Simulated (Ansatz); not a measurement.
Ga16P15 (cell with a defect)

Input

```
crystal:
  lattice:
    - [5.4384489087, -5.4384489087, 5.4384489087]
    - [-5.4384489087, 5.4384489087, 5.4384489087]
    - [-5.4384489087, -5.4384489087, -5.4384489087]
  atoms:
    - { symbol: Ga, position: [0.2461551714, 0.2473600639, 0.4976506893], spin: 0.25 }
    - { symbol: Ga, position: [0.5, 0.25, 0.25] }
    - { symbol: Ga, position: [0.75, 0.25, 0.0] }
    - { symbol: Ga, position: [0.0, 0.5, 0.5] }
    - { symbol: Ga, position: [0.25, 0.5, 0.25] }
    - { symbol: Ga, position: [0.0, 0.25, 0.75] }
    - { symbol: Ga, position: [0.75, 0.75, 0.5] }
    - { symbol: Ga, position: [0.5, 0.5, 0.0] }
    - { symbol: Ga, position: [0.75, 0.5, 0.75] }
    - { symbol: Ga, position: [-0.0007493583, 0.7512610298, 0.2458918957], spin: 0.25 }
    - { symbol: Ga, position: [0.4971032198, -0.00062068, 0.4971795071], spin: 0.25 }
    - { symbol: Ga, position: [0.25, 0.75, 0.0] }
    - { symbol: Ga, position: [0.75, 0.0, 0.25] }
    - { symbol: Ga, position: [0.5, 0.75, 0.75] }
    - { symbol: Ga, position: [0.0, 0.0, 0.0] }
    - { symbol: Ga, position: [0.2539654684, 0.0031577347, 0.7525218705], spin: 0.25 }
    - { symbol: P, position: [0.5, 0.0, 0.25] }
    - { symbol: P, position: [0.75, 0.0, 0.0] }
    - { symbol: P, position: [0.0, 0.25, 0.5] }
    - { symbol: P, position: [0.25, 0.25, 0.25] }
    - { symbol: P, position: [0.0, 0.0, 0.75] }
    - { symbol: P, position: [0.75, 0.5, 0.5] }
    - { symbol: P, position: [0.5, 0.25, 0.0] }
    - { symbol: P, position: [0.75, 0.25, 0.75] }
    - { symbol: P, position: [0.0, 0.5, 0.25] }
    - { symbol: P, position: [0.5, 0.75, 0.5] }
    - { symbol: P, position: [0.25, 0.5, 0.0] }
    - { symbol: P, position: [0.75, 0.75, 0.25] }
    - { symbol: P, position: [0.5, 0.5, 0.75] }
    - { symbol: P, position: [0.0, 0.75, 0.0] }
    - { symbol: P, position: [0.25, 0.75, 0.75] }
  host:
    lattice:
      - [0.0, 2.7192244544, 2.7192244544]
      - [2.7192244544, 0.0, 2.7192244544]
      - [2.7192244544, 2.7192244544, 0.0]
    atoms:
      - { symbol: Ga, position: [0.0, 0.0, 0.0] }
      - { symbol: P, position: [0.25, 0.25, 0.25] }
basis:
  ecutwfc: 420
  xc_grid: 2
kpoints:
  mp_grid: { grid: [2, 2, 2], shift: [0.5, 0.5, 0.5] }
hamiltonian:
  xc: pbesol
scf:
  occupations: { method: gaussian, width: 0.02 }
  lower_state_search: "off"
output:
  forces: true
  stress: false
  eigenvalues: true
  populations: true
  charged_corrections:
    defect_position: [0.25, 0.0, 0.5]
    epsilon: [[12.621, 0.0, 0.0], [0.0, 12.621, 0.0], [0.0, 0.0, 12.621]]
  write_density: true
  write_potential: true
  elf: true
  volumetric_format: npy
magnetization:
  spin_polarized: true
relax:
  adjacent_minimum: "off"
  f_tol: 0.03
  max_steps: 40
```

Command:

```sh
ansatz run input.yaml --threads 8 --pin off --max-ram 16384MiB --backend cpu --events-out ev --progress --plain --runs-dir out
```

The fields are those of the run's last geometry, not of the input's.

Spin-polarised.

These are results of DFT PBEsol, scalar-relativistic, plane waves, PAW (Ansatz 0.2.0), not measurements.

In a PAW calculation such maps are meaningful between the atoms, not at the nuclei.

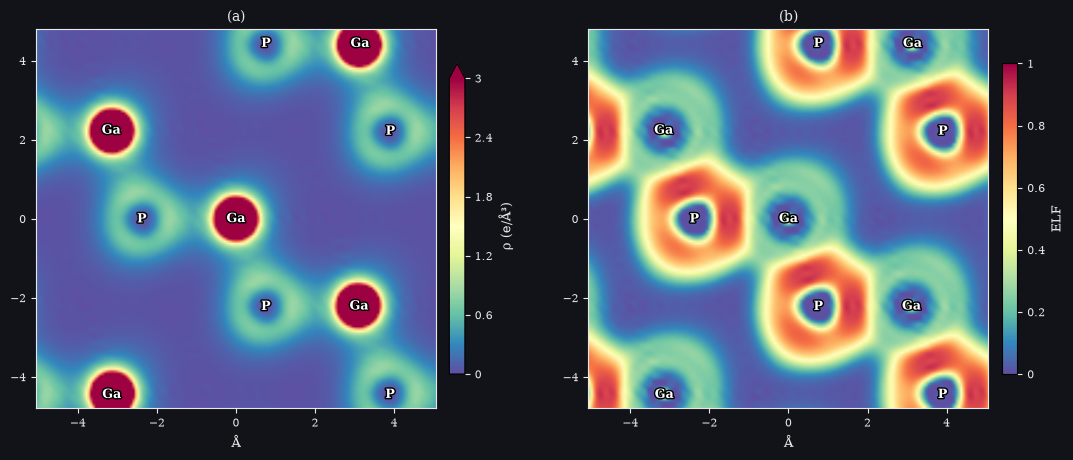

Figure 1. (a) valence pseudo-density; (b) electron localisation function on the (100) plane of the calculation cell.

What does the map show?

- The section cuts through Ga and P sites.
- The density dies away to nearly zero in the voids.

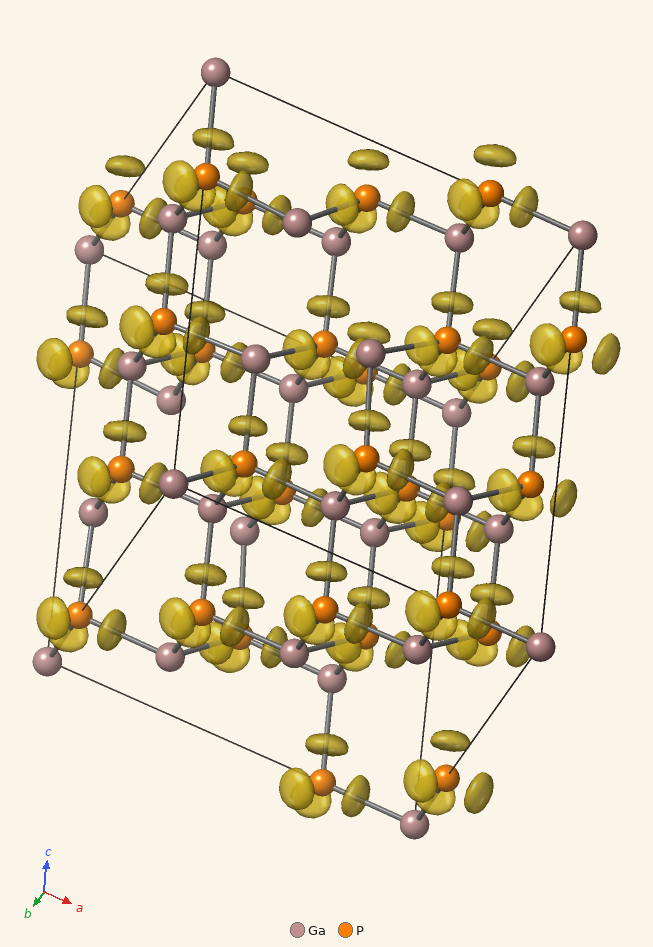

Figure 2. Isosurface of the electron localisation function at 0.85 (yellow), seen at an oblique angle. Only the valence region is drawn (cores and ρ < 0.01 e/Å³ removed). Sticks mark near contacts.

What do the ELF domains correspond to?

The ELF exceeds this value in 60 lobes of the valence shell of P pointing towards Ga (polar bonds), counted in one cell of 31 atoms. Regions shared between cells count once.


Ga–P (2.35 Å): the ELF peaks at about 0.95 in the valence shell of P, 0.7 Å from its nucleus, and is about 0.75 at the midpoint. Ga–P (2.40 Å): the ELF peaks at about 0.90 in the valence shell of P, 0.7 Å from its nucleus, and is about 0.75 at the midpoint.

Does the calculation give a band gap?

It is metallic or semimetallic at this level of theory: no gap opens.
